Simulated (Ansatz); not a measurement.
# Geometry relaxation, with input and output: Si$_{16}$S (part 6 of 6)

The same run, continued: Si$_{16}$S (slab, 17 atoms in the cell); DFT PBE, scalar-relativistic, plane waves, PAW, PAW set soft_1, spin-polarised (Ansatz 0.2.0); cutoff 420 eV, 4×4×1 k-mesh, Gaussian smearing of 0.05 eV, collinear spins. The structure derives from a Materials Project entry. The input holds or restrains some coordinates. Forces given for the steps count only the free coordinates.

Geometry of the input (Å; fractional positions):
```
7.7022  0.0000  0.0000
0.0000  6.3647  0.0000
0.0000  0.0000  19.7525
Si 0.0000  0.9371  0.2025
Si 0.5000  0.9371  0.2025
Si 0.0000  0.5629  0.2025
Si 0.5000  0.5629  0.2025
Si 0.2500  0.4371  0.2588
Si 0.7500  0.4371  0.2588
Si 0.2500  0.0629  0.2588
Si 0.7500  0.0629  0.2588
Si 0.2500  0.9333  0.3721
Si 0.7500  0.9333  0.3721
Si 0.2500  0.5667  0.3721
Si 0.7500  0.5667  0.3721
Si 0.0000  0.4260  0.4178
Si 0.5000  0.4260  0.4178
Si 0.0000  0.0740  0.4178
Si 0.5000  0.0740  0.4178
S  0.2500  0.5927  0.4836
```

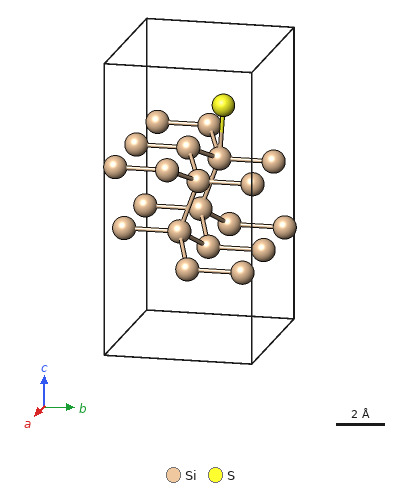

The geometry at step 3 of the log (ball-and-stick view of the cell of the calculation, with the vacuum cut short, seen slightly off an axis).

Trajectory as extended XYZ (Å, eV, eV/Å), 4 frames, from step=1 to step=4:
```
17
Lattice="7.7022 0.0000 0.0000 0.0000 6.3647 0.0000 0.0000 0.0000 19.7525" Properties=species:S:1:pos:R:3:forces:R:3 step=1 energy=-11066.79912
Si    0.0000    5.9641    4.0000   -0.0457  -0.6225   0.7023
Si    3.8511    5.9641    4.0000    0.0457  -0.6225   0.7023
Si    0.0000    3.5829    4.0000    0.1957   0.5272   0.5669
Si    3.8511    3.5829    4.0000   -0.1957   0.5272   0.5669
Si    1.9255    2.7818    5.1117    0.0000  -0.0655  -1.3309
Si    5.7766    2.7818    5.1117    0.0000  -0.0655  -0.5394
Si    1.9255    0.4005    5.1117    0.0000   0.2072  -0.6489
Si    5.7766    0.4005    5.1117    0.0000   0.0547  -0.7442
Si    1.9255    5.9402    7.3491    0.0000   0.0836  -0.5203
Si    5.7766    5.9402    7.3491    0.0000   0.2874   0.1073
Si    1.9255    3.6068    7.3491    0.0000   0.6749  -1.0604
Si    5.7766    3.6068    7.3491    0.0000   0.3819   0.0931
Si    0.0000    2.7113    8.2525    0.5538   0.2919   0.2289
Si    3.8511    2.7113    8.2525   -0.5538   0.2919   0.2289
Si    0.0000    0.4710    8.2525    0.0234  -0.6012   0.2485
Si    3.8511    0.4710    8.2525   -0.0234  -0.6012   0.2485
S     1.9255    3.7721    9.5514    0.0000  -0.7492   1.1504
17
Lattice="7.7022 0.0000 0.0000 0.0000 6.3647 0.0000 0.0000 0.0000 19.7525" Properties=species:S:1:pos:R:3:forces:R:3 step=2 energy=-11066.84638
Si    0.0000    5.9641    4.0000   -0.0484  -0.6206   0.6891
Si    3.8511    5.9641    4.0000    0.0484  -0.6206   0.6891
Si    0.0000    3.5829    4.0000    0.1956   0.5307   0.5817
Si    3.8511    3.5829    4.0000   -0.1956   0.5307   0.5817
Si    1.9255    2.7818    5.1117    0.0000  -0.0592  -1.3290
Si    5.7766    2.7818    5.1117    0.0000  -0.0754  -0.5425
Si    1.9255    0.4005    5.1117    0.0000   0.2002  -0.6473
Si    5.7766    0.4005    5.1117    0.0000   0.0521  -0.7467
Si    1.9255    5.9402    7.3491    0.0000   0.0576  -0.4449
Si    5.7766    5.9402    7.3491    0.0000   0.2813   0.1194
Si    1.9255    3.6068    7.3491    0.0000   0.6459  -0.6437
Si    5.7766    3.6068    7.3491    0.0000   0.3756   0.1125
Si    0.0000    2.7113    8.2525    0.6510   0.3344   0.2826
Si    3.8511    2.7113    8.2525   -0.6510   0.3344   0.2826
Si    0.0000    0.4710    8.2525    0.0151  -0.5963   0.2350
Si    3.8511    0.4710    8.2525   -0.0151  -0.5963   0.2350
S     1.9255    3.7721    9.6078    0.0000  -0.7745   0.5459
17
Lattice="7.7022 0.0000 0.0000 0.0000 6.3647 0.0000 0.0000 0.0000 19.7525" Properties=species:S:1:pos:R:3:forces:R:3 step=3 energy=-11066.86268
Si    0.0000    5.9641    4.0000   -0.0500  -0.6196   0.6757
Si    3.8511    5.9641    4.0000    0.0500  -0.6196   0.6757
Si    0.0000    3.5829    4.0000    0.1931   0.5350   0.5945
Si    3.8511    3.5829    4.0000   -0.1931   0.5350   0.5945
Si    1.9255    2.7818    5.1117    0.0000  -0.0523  -1.3187
Si    5.7766    2.7818    5.1117    0.0000  -0.0836  -0.5460
Si    1.9255    0.4005    5.1117    0.0000   0.1938  -0.6459
Si    5.7766    0.4005    5.1117    0.0000   0.0497  -0.7482
Si    1.9255    5.9402    7.3491    0.0000   0.0362  -0.3756
Si    5.7766    5.9402    7.3491    0.0000   0.2743   0.1298
Si    1.9255    3.6068    7.3491    0.0000   0.6091  -0.3464
Si    5.7766    3.6068    7.3491    0.0000   0.3687   0.1297
Si    0.0000    2.7113    8.2525    0.7350   0.3769   0.3379
Si    3.8511    2.7113    8.2525   -0.7350   0.3769   0.3379
Si    0.0000    0.4710    8.2525    0.0091  -0.5915   0.2212
Si    3.8511    0.4710    8.2525   -0.0091  -0.5915   0.2212
S     1.9255    3.7721    9.6628    0.0000  -0.7974   0.0626
17
Lattice="7.7022 0.0000 0.0000 0.0000 6.3647 0.0000 0.0000 0.0000 19.7525" Properties=species:S:1:pos:R:3:forces:R:3 step=4 energy=-11066.86293
Si    0.0000    5.9641    4.0000   -0.0502  -0.6195   0.6738
Si    3.8511    5.9641    4.0000    0.0502  -0.6195   0.6738
Si    0.0000    3.5829    4.0000    0.1926   0.5357   0.5963
Si    3.8511    3.5829    4.0000   -0.1926   0.5357   0.5963
Si    1.9255    2.7818    5.1117    0.0000  -0.0512  -1.3165
Si    5.7766    2.7818    5.1117    0.0000  -0.0847  -0.5466
Si    1.9255    0.4005    5.1117    0.0000   0.1928  -0.6457
Si    5.7766    0.4005    5.1117    0.0000   0.0494  -0.7483
Si    1.9255    5.9402    7.3491    0.0000   0.0333  -0.3658
Si    5.7766    5.9402    7.3491    0.0000   0.2732   0.1313
Si    1.9255    3.6068    7.3491    0.0000   0.6031  -0.3100
Si    5.7766    3.6068    7.3491    0.0000   0.3676   0.1321
Si    0.0000    2.7113    8.2525    0.7466   0.3832   0.3463
Si    3.8511    2.7113    8.2525   -0.7466   0.3832   0.3463
Si    0.0000    0.4710    8.2525    0.0084  -0.5909   0.2191
Si    3.8511    0.4710    8.2525   -0.0084  -0.5909   0.2191
S     1.9255    3.7721    9.6710    0.0000  -0.8005  -0.0013
```

Results in brief:

```json
{"quantity": "outcome", "value": "converged under the restraints of the input"}
{"quantity": "electrons treated", "value": "70"}
{"quantity": "free energy", "value": "−11066.8629 eV"}
{"quantity": "work function, top face", "value": "4.97 eV"}
{"quantity": "work function, bottom face", "value": "4.74 eV"}
{"quantity": "Fermi energy", "value": "−0.960 eV"}
{"quantity": "gap on the k-point mesh", "value": "none (metallic)"}
{"quantity": "net moment of the cell", "value": "0.00 μB"}
{"quantity": "integrated absolute moment", "value": "0.00 μB"}
{"quantity": "final volume", "value": "968.31 Å³"}
{"quantity": "work function (upper face)", "value": "4.97 eV"}
{"quantity": "largest force (length of the vector) at the end, held atoms and coordinates included", "value": "1.317 eV/Å"}
{"quantity": "hardware", "value": "4 threads of Arm Neoverse N1, 98 GiB of memory available, shared host"}
{"quantity": "wall time", "value": "6.7 min (CPU time 26 min)"}
{"quantity": "peak memory", "value": "1.8 GiB"}
```

Notes:

The electronic state found may not be the lowest one. Notes on the run: a screening estimate came out negative during mixing; some starting moments were not kept.
